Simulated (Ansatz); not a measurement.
# Pt(111) / 1 layer Al(111) / Pt(111): resistance against film thickness

Wanted: interface resistance and thickness dependence for Pt(111) / 1 layer Al(111) / Pt(111).

Method: Ansatz plane-wave DFT, PBEsol, PAW files; ballistic transport by layer matching (Landauer), zero bias; PAW set soft_1, in the first sound run; inputs show where later runs differ, in Ansatz 0.2.0.

**1. The structure**

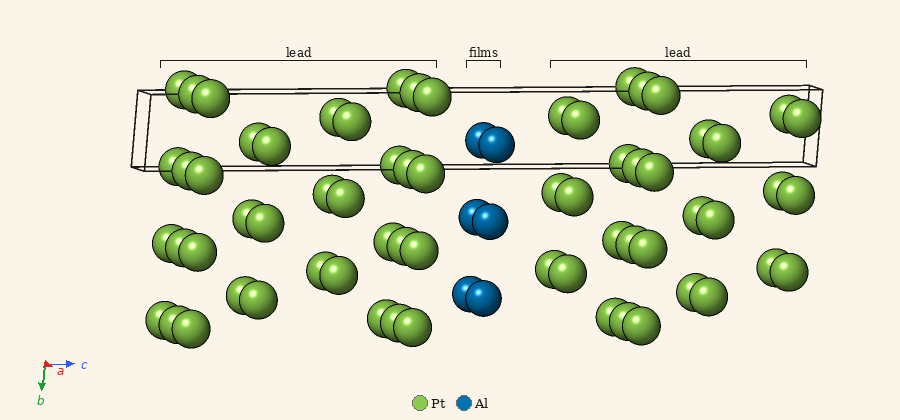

Start, viewed from the side, with the c axis across the page; platinum green, aluminium blue. 2×3×1 cells are drawn. Some periodic images of atoms are drawn too.

The cell holds 9 atoms: 8 Pt and 1 Al. Its edges and angles: a = 2.773 Å, b = 2.773 Å, c = 20.604 Å, α = 90.0°, β = 90.0°, γ = 120.0°. It derives from Pt and Al. Regions: lead, 8 atoms (8 Pt); films, 1 atom (1 Al). The structure is stacked along c, and the current runs across the ab planes.

Structure file:

```cif
data_structure
_symmetry_space_group_name_H-M 'P 1'
_symmetry_Int_Tables_number 1
_cell_length_a 2.7731
_cell_length_b 2.7731
_cell_length_c 20.6039
_cell_angle_alpha 90.000
_cell_angle_beta 90.000
_cell_angle_gamma 120.000
_cell_volume 137.22
loop_
_atom_site_label
_atom_site_type_symbol
_atom_site_fract_x
_atom_site_fract_y
_atom_site_fract_z
_atom_site_occupancy
Pt1 Pt 0.00000 0.00000 0.05495 1
Pt2 Pt 0.33333 0.66667 0.16484 1
Pt3 Pt 0.66667 0.33333 0.27474 1
Pt4 Pt 0.00000 0.00000 0.38463 1
Al5 Al 0.33333 0.66667 0.50000 1
Pt6 Pt 0.66667 0.33333 0.61537 1
Pt7 Pt 0.00000 0.00000 0.72526 1
Pt8 Pt 0.33333 0.66667 0.83516 1
Pt9 Pt 0.66667 0.33333 0.94505 1
```

**2. With 1 layer**

The film is laid into the lead at the lead's in-plane lattice, and the cell closes on the lead's own image. The mesh across the current, 30×30, is finer than the density's, because channels open and close sharply across the zone. Energies from -1 to 1 eV in steps of 0.036 eV cover the slope of the Fermi function at 300 K, so the program can form a conductance.

Contents of input.yaml:

```yaml
crystal:
  lattice:
    - [2.7731313745, 0.0, 0.0]
    - [-1.3865656872, 2.4016022183, 0.0]
    - [0.0, 0.0, 20.6039093348]
  atoms:
    - { symbol: Pt, position: [0.0, 0.0, 0.0549471522] }
    - { symbol: Pt, position: [0.3333333333, 0.6666666667, 0.1648414567] }
    - { symbol: Pt, position: [0.6666666667, 0.3333333333, 0.2747357612] }
    - { symbol: Pt, position: [0.0, 0.0, 0.3846300656] }
    - { symbol: Al, position: [0.3333333333, 0.6666666667, 0.5] }
    - { symbol: Pt, position: [0.6666666667, 0.3333333333, 0.6153699344] }
    - { symbol: Pt, position: [0.0, 0.0, 0.7252642388] }
    - { symbol: Pt, position: [0.3333333333, 0.6666666667, 0.8351585433] }
    - { symbol: Pt, position: [0.6666666667, 0.3333333333, 0.9450528478] }
kpoints:
  mp_grid: { grid: [15, 15, 2] }
hamiltonian:
  xc: pbesol
  pseudopotentials: { kind: paw, azcp: { folder: soft_1 }, xc_functional: pbe }
scf:
  occupations: { method: fermi_dirac, width: 0.1 }
output:
  transmission: { leads: [[0, 1]], kmesh: [30, 30], e_range: [-1.0, 1.0], de: 0.036 }
  write_potential: true
  write_density: true
  volumetric_format: npy
  elf: true
```

On the command line:

```bash
> ansatz run input.yaml --threads 4 --pin off --max-ram 8192MiB --backend cpu --events-out ev --progress --plain --runs-dir out
```

Numbers of over 12 decimals in the logs are rounded to 6 here.

Output:

```text
Engine: ansatz 0.2.0, x86_64-unknown-linux-gnu
Pseudopotentials: kind: paw
Pseudopotential: Pt, paw, valence charge 18, recommended cutoff 420 eV (normal), soft_1/Pt.paw.azcp
Pseudopotential: Al, paw, valence charge 3, recommended cutoff 420 eV (normal), soft_1/Al.paw.azcp
Functional definition: PBEsol
  exchange = pbesol_x
  correlation = pbesol_c
Crystal: 9 atoms, lattice volume = 137.221 Å³
Basis set: ecut = 420 eV, 2697 PW (Γ)
Bands: 89, of which v1, the nominal top of the filled ones, is band 74 counted from 1 (73 counted from 0)
Symmetry: 12 space group operations
Space group: P-3m1 (ITA 164), of the structure as read, at distance tolerance 5.2e-5 Å
k-points: 54 of 450
Non-local potential: Pt, projectors of the file, l = 0: 3, l = 1: 2, l = 2: 2, l = 3: 1
Non-local potential: Al, projectors of the file, l = 0: 2, l = 1: 2, l = 2: 1
PAW form: soft (Blöchl's): semilocal exchange-correlation on the pseudo side does not see the compensation charge
PAW frozen core: Pt, regenerated for the run's functional, and the local potential with it (the file was generated under x = pbe(κ = 0.804, μ = 0.219515), c = pbe(β = 0.066725))
PAW frozen core: Al, regenerated for the run's functional, and the local potential with it (the file was generated under x = pbe(κ = 0.804, μ = 0.219515), c = pbe(β = 0.066725))
PAW one-centre angular grid: Pt, 590 points (default); XC on 64 Gauss nodes
PAW one-centre angular grid: Al, 110 points (default); XC on 64 Gauss nodes
Initial density: superposition of atomic densities (chi_scale 0.1, normalization cell, long waves of neutral atoms (reshape's long-wave potential 3.18 eV rms, cloud 2.57 Å wide))
Initial wavefunctions: pseudopotential atomic-orbital guess
Functional: x = pbesol(κ = 0.804, μ = 0.123457), c = pbesol(β = 0.046)
SCF iter   1: F=—  HF=-99613.889575 eV  |F-HF|=—  |Δ(HF+E_count)|=         —  Δρ=1.03e-1  dr2=5.96e1  ethr=3.10e-3  ⟨swp⟩=5.3  Hψ=15780  notcnv=0  defer=49
preconditioner: auto → Kerker (q_TF=auto, 2.760 Å⁻¹)  [metal: Δε(μ)=0.003 eV  Ē_g=8.053 eV  σ=0.100 eV  W_gap=0.01  n_scr=48 (ndim 8)  ℏωp=28.9 eV  f_vac=0.000  D(μ)=12.78/eV (n_scr^D=152)]
SCF iter   2: F=—  HF=-99610.120579 eV  |F-HF|=—  |Δ(HF+E_count)|=    3.77e0  Δρ=5.28e-2  dr2=2.05e1  ethr=3.10e-3  ⟨swp⟩=2.0  Hψ=8132  notcnv=0  defer=175
SCF iter   3: F=—  HF=-99608.782791 eV  |F-HF|=—  |Δ(HF+E_count)|=    1.34e0  Δρ=7.71e-3  dr2=3.60e-1  ethr=3.10e-3  ⟨swp⟩=2.4  Hψ=7521  notcnv=0  defer=178
SCF iter   4: F=—  HF=-99608.754308 eV  |F-HF|=—  |Δ(HF+E_count)|=   2.85e-2  Δρ=2.38e-3  dr2=1.56e-1  ethr=2.45e-4  ⟨swp⟩=1.3  Hψ=5539  notcnv=0  defer=163
SCF iter   5: F=—  HF=-99608.750884 eV  |F-HF|=—  |Δ(HF+E_count)|=   3.42e-3  Δρ=8.90e-4  dr2=1.53e-2  ethr=1.06e-4  ⟨swp⟩=1.0  Hψ=4622  notcnv=0  defer=163
SCF iter   6: F=—  HF=-99608.750379 eV  |F-HF|=—  |Δ(HF+E_count)|=   5.04e-4  Δρ=2.38e-4  dr2=5.87e-4  ethr=1.04e-5  ⟨swp⟩=1.0  Hψ=4603  notcnv=0  defer=163
SCF iter   7: F=—  HF=-99608.750366 eV  |F-HF|=—  |Δ(HF+E_count)|=   1.33e-5  Δρ=6.50e-5  dr2=6.86e-5  ethr=3.99e-7  ⟨swp⟩=1.0  Hψ=4604  notcnv=0  defer=163
SCF iter   8: F=—  HF=-99608.750361 eV  |F-HF|=—  |Δ(HF+E_count)|=   4.59e-6  Δρ=1.85e-5  dr2=7.29e-6  ethr=4.67e-8  ⟨swp⟩=1.0  Hψ=4638  notcnv=0  defer=163
SCF iter   9: F=—  HF=-99608.750361 eV  |F-HF|=—  |Δ(HF+E_count)|=   1.00e-7  Δρ=4.68e-6  dr2=3.14e-7  ethr=4.96e-9  ⟨swp⟩=1.0  Hψ=4603  notcnv=0  defer=163
SCF iter  10: F=-99608.750361 eV  HF=-99608.750361 eV  |F-HF|=5.26e-8  |Δ(HF+E_count)|=   7.47e-9  Δρ=1.47e-6  dr2=5.35e-8  ethr=6.80e-11  ⟨swp⟩=8.6  Hψ=12043  notcnv=0
SCF 1 converged in 10 iterations: F = -99608.750361 eV  dr2 = 5.35e-8
  greatest PAW one-centre occupation: 1.000 electrons in one spin orbital (limit 2), on the Pt atom at site 8 (counted from 0), in its partial waves of l = 0
transmission: 337 of 3367 steps passed
transmission: 674 of 3367 steps passed
[...]
transmission: 3367 of 3367 steps passed
SCF converged after 10 iterations
Free energy (F): -99608.750361 eV
Harris-Foulkes:  -99608.750361 eV  (|F-HF|=5.26e-8)
Internal energy: -99608.336641 eV  (E = F + TS)
E sigma→0 (E₀):  -99608.543501 eV
Entropy (-TS):   -0.413721 eV (-45.969 meV/atom)
Fermi energy:    21.381541 eV
--- Per-component energies (eV) ---
  E_band       = -1271.973366
  E_kinetic    = 4797.295351
  E_local      = -22476.060440  (includes V_loc(G=0)·N_el)
  E_nonlocal   = 1666.385049
  E_hartree    = 9750.308592
  E_xc         = -1886.067799
  E_vxc        = -2197.362044  (∫ρ·V_xc dr)
  E_paw        = -75223.292770  (= ΣΔE_a)
  E_vpaw       = -2562.874016  (= ΣTr[D̂ρ^β])
  E_aug_tail   = 0.009186  (compensation charges beyond the density's cutoff)
  E_ewald      = -16239.229200
  E_core_change = 2.315389  (= ΣΔE_core)
  E_smearing   = -0.413721  (= −TS)
  E_closure    = 0.000000  (closes the sum)
  Σ components = -99608.750361   (vs F -99608.750361, Δ=0.00e0)
--- Band table (eV; the first three rows and the last of 54) ---
  k-point 0: bands = [... 70 lower, 19.7883, 19.7883, 20.0605, 20.1177, 20.1177, 20.5731, 20.5731, 21.0081, ... 11 higher]
  k-point 1: bands = [... 70 lower, 19.7821, 19.7821, 20.1231, 20.1231, 20.4124, 20.5690, 20.5690, 21.0105, ... 11 higher]
  k-point 2: bands = [... 70 lower, 19.7535, 19.8700, 19.9249, 20.1504, 20.2752, 20.5867, 20.8060, 21.0223, ... 11 higher]
  k-point 53: bands = [... 70 lower, 21.1305, 21.1305, 21.7761, 21.7761, 23.1380, 25.5168, 25.5168, 25.6926, ... 11 higher]
--- Transmission ---
  basis      : 61 plane waves across, 37 finite elements along
  points     : 91, standing for a mesh of 30 x 30
  filling    : by the input's occupations and mesh, since the crystals that have channels conduct as metals do. If one of these is a semiconductor, that mesh has misplaced its level
  energies   : 56 from -1.000000 to 0.980000 eV about the Fermi level, 0.036000 eV apart; the leads are filled to 0.000000 eV, and channels, transmission and decay are at 0.008000 eV
  crystal 0  : Pt1, at the sites [0, 1], period 2.2643 Å, over 18.11 Å; its Hamiltonian steps by up to 9.2 meV
    offset         : up to 0.0000 Å between an atom of the period and one for which it stands
    filled         : 18.0 meV over the level at which it is neutral
    channels       : 1.705556e0 a spin
    conductance    : 2.0145e15 S/m² at 300 K; may be off by some 0.0 % by where its bands' edges are placed, 2.8 % from the k-mesh, 2.7 % from the distance to neutral
    slowest decay  : 0.0032 /Å at (0.3667, 0.2667)
  junction   : crystal 0 to crystal 0, 0.70 to 19.04 Å
    transmission   : 7.164650e-1 a spin
    conductance    : 8.2920e14 S/m² at 300 K (8.3683e14 on every other point, 8.2652e14 on every other energy)
    error estimate : 0.3 % from the energy spacing and 0.8 % from band edges of the leads and from resonances (wavevectors taken as independent; lower de), 2.9 % from the k-mesh, 5.3 % from the steps of its leads' Hamiltonians or their offsets (lay more layers), 0.7 % from the distance to neutral
    resistance     : 7.0962e-4 Ω µm² beyond half of each lead's own
```

The job ended after 84 s (4 threads of INTEL XEON PLATINUM 8581C at 2.10GHz (Emerald Rapids), shared host; peak memory 0.88 GiB).

In the SCF lines HF is the Harris–Foulkes energy and dr2 the Hartree energy of the density residual, in eV; the loop may stop once dr2 is under the threshold and the program's other checks hold. Hψ counts applications of the Hamiltonian.

Numbers from this step:

```yaml
free_energy: -99608.7504 eV
energy_at_zero_smearing: -99608.5435 eV
fermi_energy: 21.38 eV
cell_area: 6.660 Å²
step_of_the_lead_s_potential: 9.2 meV
ballistic_conductance_of_the_lead: 2.01e15 S/m²
estimated_errors_of_the_lead_s_conductance: 0, 2.8, 2.7 % (band edges, k-mesh, distance from neutral)
lead_conductance_per_cell: 1.732 G₀
conductance_of_the_junction: 8.29e14 S/m²
junction_conductance_per_cell: 0.7127 G₀
estimated_errors_of_the_junction_s_conductance: 0.3, 0.8, 2.9, 5.3, 0.7 % (energy step, band edges, k-mesh, leads' steps, distance from neutral)
area_resistance_that_the_stack_adds_contact_term_taken_off_spin_by_spin: 0.7096 fΩ m²
```

Per spin. The transmission, zone mean by energy, zero at the Fermi level:

| energy (eV) | transmission, zone mean |
| --- | --- |
| -1.000 | 0.467 |
| -0.856 | 0.486 |
| -0.784 | 0.460 |
| -0.604 | 0.467 |
| -0.496 | 0.516 |
| -0.388 | 0.490 |
| -0.208 | 0.666 |
| -0.100 | 0.733 |
| 0.008 | 0.716 |
| 0.116 | 0.715 |
| 0.188 | 0.693 |
| 0.404 | 0.578 |
| 0.584 | 0.555 |
| 0.800 | 0.586 |

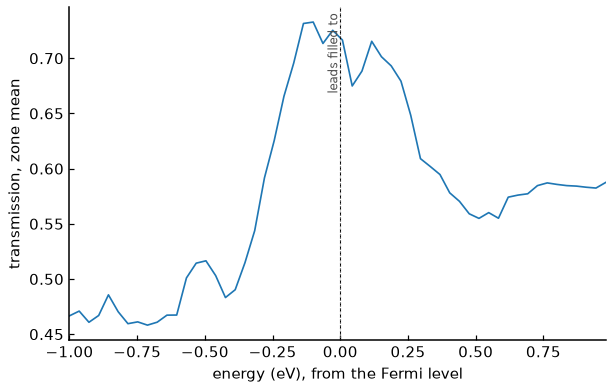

Transmission, zone mean, plotted against energy.

Per spin. The open channels, zone mean, lead by energy, zero at the Fermi level:

| energy (eV) | open channels, zone mean, lead |
| --- | --- |
| -1.000 | 1.58 |
| -0.892 | 1.52 |
| -0.784 | 1.6 |
| -0.640 | 1.65 |
| -0.532 | 1.76 |
| -0.424 | 1.72 |
| -0.316 | 1.84 |
| -0.172 | 2.10 |
| -0.064 | 1.90 |
| 0.008 | 1.71 |
| 0.044 | 1.60 |
| 0.152 | 1.33 |
| 0.296 | 1.06 |
| 0.404 | 0.883 |
| 0.512 | 0.623 |
| 0.620 | 0.657 |
| 0.764 | 0.75 |
| 0.872 | 0.683 |
| 0.980 | 0.697 |

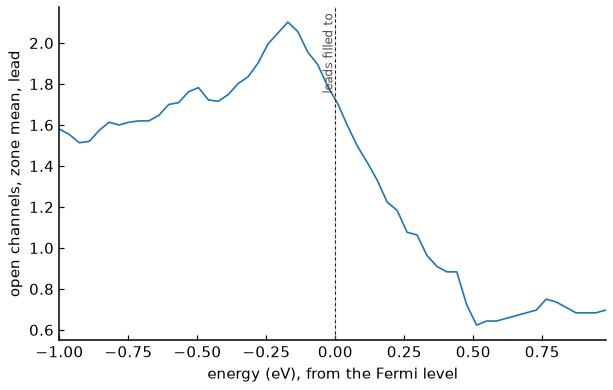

Open channels, zone mean, lead, plotted against energy.

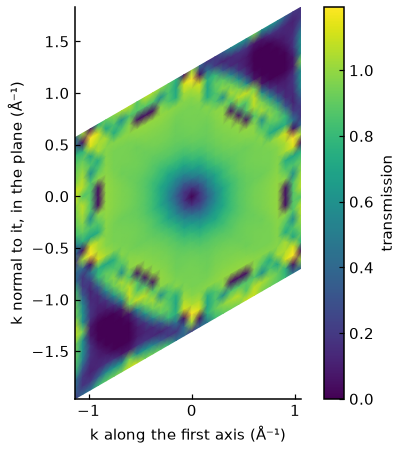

Transmission over k1 and k2. At 0.0080 eV from the Fermi level.

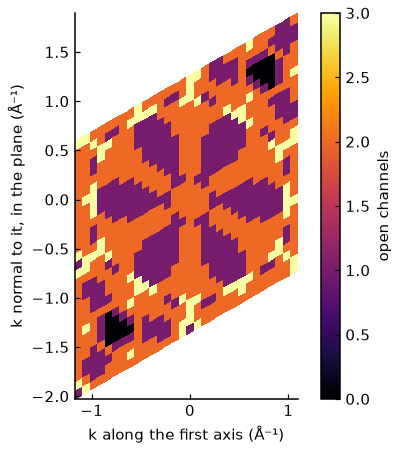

Open channels over k1 and k2. At 0.0080 eV from the Fermi level.

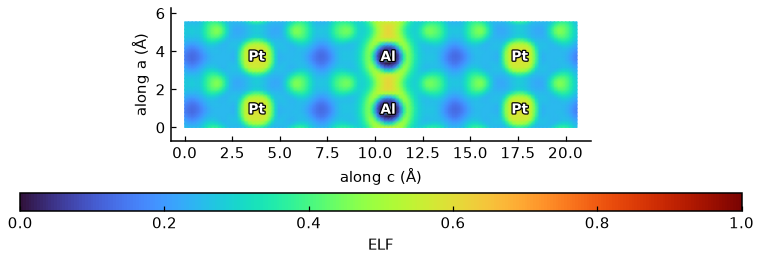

ELF in the ca plane at fractional y = 0.667, with atoms of Pt and Al within 0.2 Å of it. It is the smooth field of the valence electrons, not physical close to the nuclei.

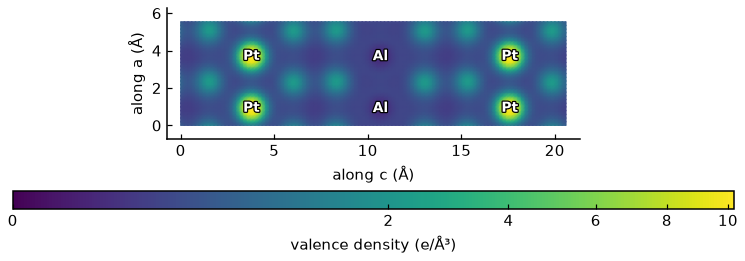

Valence density in the ca plane at fractional y = 0.667, with atoms of Pt and Al within 0.2 Å of it. It is the smooth field of the valence electrons, not physical close to the nuclei. The colour scale is stretched toward low values.

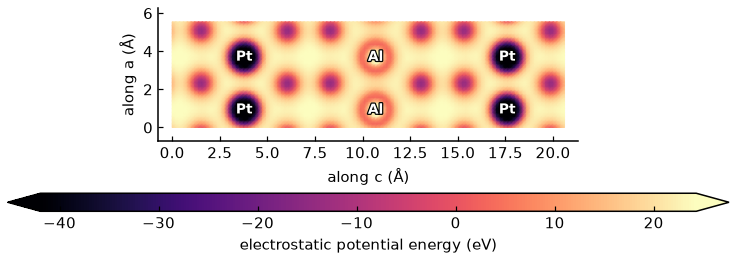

Electrostatic potential energy in the ca plane at fractional y = 0.667, with atoms of Pt and Al within 0.2 Å of it. With pseudopotentials it is smooth inside the atoms' cores, unlike the true potential.

The lead's potential steps by 9.2 meV from period to period, small in itself. The program estimates the junction's conductance to 2.9 % from the k-mesh, 0.7 % from the leads' distance from neutral and 5.3 % from their steps.

By hand: 1/G − 1/G_lead = 1/0.8292 − 1/2.014 = 0.710 fΩ m² with G in 10¹⁵ S/m².

**3. With 3 layers, k-mesh 15×15×1, film layers 3**

The stack now holds 3 film layers; the k-mesh follows the cell, and the energies span -0.27 to 0.27 eV.

System of this step: Pt(111) / 3 layers Al(111) / Pt(111). The cell holds 12 atoms: 9 Pt and 3 Al. Cell: a = 2.773 Å, b = 2.773 Å, c = 27.848 Å, α = 90.0°, β = 90.0°, γ = 120.0°. It derives from Pt and Al. Regions: lead, 9 atoms (9 Pt); films, 3 atoms (3 Al). The structure is stacked along c, and the current runs across the ab planes.

Contents of input.yaml:

```yaml
crystal:
  lattice:
    - [2.7731313745, 0.0, 0.0]
    - [-1.3865656872, 2.4016022183, 0.0]
    - [0.0, 0.0, 27.8479437189]
  atoms:
    - { symbol: Pt, position: [0.0, 0.0, 0.0406538506] }
    - { symbol: Pt, position: [0.3333333333, 0.6666666667, 0.1219615517] }
    - { symbol: Pt, position: [0.6666666667, 0.3333333333, 0.2032692529] }
    - { symbol: Pt, position: [0.0, 0.0, 0.284576954] }
    - { symbol: Al, position: [0.3333333333, 0.6666666667, 0.3699359196] }
    - { symbol: Al, position: [0.6666666667, 0.3333333333, 0.4593461494] }
    - { symbol: Al, position: [0.0, 0.0, 0.5487563793] }
    - { symbol: Pt, position: [0.3333333333, 0.6666666667, 0.6341153448] }
    - { symbol: Pt, position: [0.6666666667, 0.3333333333, 0.715423046] }
    - { symbol: Pt, position: [0.0, 0.0, 0.7967307471] }
    - { symbol: Pt, position: [0.3333333333, 0.6666666667, 0.8780384483] }
    - { symbol: Pt, position: [0.6666666667, 0.3333333333, 0.9593461494] }
kpoints:
  mp_grid: { grid: [15, 15, 1] }
hamiltonian:
  xc: pbesol
  pseudopotentials: { kind: paw, azcp: { folder: soft_1 }, xc_functional: pbe }
scf:
  occupations: { method: fermi_dirac, width: 0.1 }
output:
  transmission:
    leads: [[0, 1]]
    kmesh: [30, 30]
    e_range: [-0.27, 0.27]
    de: 0.036
  write_potential: true
  write_density: true
  volumetric_format: npy
```

Output:

```text
[...]
Crystal: 12 atoms, lattice volume = 185.466 Å³
Basis set: ecut = 420 eV, 3633 PW (Γ)
Bands: 103, of which v1, the nominal top of the filled ones, is band 86 counted from 1 (85 counted from 0)
Symmetry: 12 space group operations
[...]
k-points: 27 of 225
[...]
--- Transmission ---
  basis      : 61 plane waves across, 46 finite elements along
  points     : 91, standing for a mesh of 30 x 30
[...]
filled         : 17.3 meV over the level at which it is neutral
    channels       : 1.678889e0 a spin
[...]
slowest decay  : 0.0444 /Å at (0.3667, 0.2667)
  junction   : crystal 0 to crystal 0, -0.70 to 24.89 Å
    transmission   : 6.801756e-1 a spin
[...]
resistance     : 7.6440e-4 Ω µm² beyond half of each lead's own
[key lines of the parts left out:]
SCF converged after 10 iterations
Free energy (F): -113043.272767 eV
Fermi energy:    19.083668 eV
```

Run time: 62 s. Hardware: 4 threads; peak memory 0.91 GiB.

Numbers from this step:

| Property | Result |
| --- | --- |
| free energy | -113043.2728 eV |
| energy at zero smearing | -113043.0326 eV |
| Fermi energy | 19.08 eV |
| step of the lead's potential | 3.6 meV |
| ballistic conductance of the lead | 2.02e15 S/m² |
| estimated errors of the lead's conductance | 0, 2.8, 2.6 % (band edges, k-mesh, distance from neutral) |
| conductance of the junction | 7.93e14 S/m² |
| junction conductance per cell | 0.6818 G₀ |
| estimated errors of the junction's conductance | 0.6, 0.1, 4.9, 4.2, 0.4 % (energy step, band edges, k-mesh, leads' steps, distance from neutral) |
| area resistance that the stack adds (contact term taken off, spin by spin) | 0.7644 fΩ m² |

Per spin. Table of transmission, zone mean by energy, zero at the Fermi level:

| energy (eV) | transmission, zone mean |
| --- | --- |
| -0.270 | 0.590 |
| -0.234 | 0.595 |
| -0.198 | 0.626 |
| -0.162 | 0.647 |
| -0.126 | 0.677 |
| -0.090 | 0.681 |
| -0.054 | 0.686 |
| -0.018 | 0.690 |
| 0.018 | 0.680 |
| 0.054 | 0.667 |
| 0.090 | 0.656 |
| 0.126 | 0.621 |
| 0.162 | 0.602 |
| 0.198 | 0.589 |
| 0.234 | 0.558 |
| 0.270 | 0.555 |

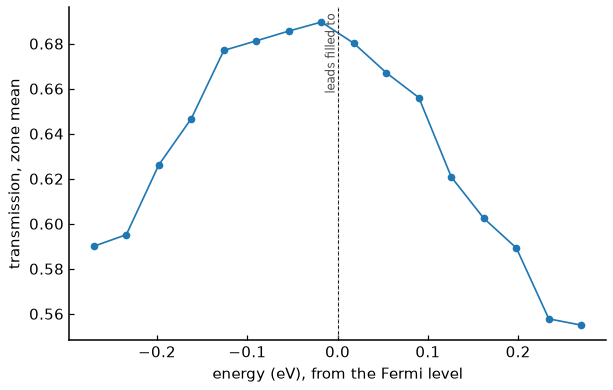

Transmission, zone mean against energy.

The conductance of the junction is 7.9e14 S/m², 4.3 % under the 8.3e14 S/m² of the last finished run, within the error estimates, leads' steps apart, of 2.9 and 4.9 %.

(Continued in part 2 of 2.)

[Logs are printed without paths, hosts, clocks, repeated set-up lines and the standing remarks that a program may print on its own settings, such as how far it seeks lower states.]

[Hosts, paths, dates, database ids (printed as entryN), source tags and the programs' standing remarks are cut or masked in the printed files.]
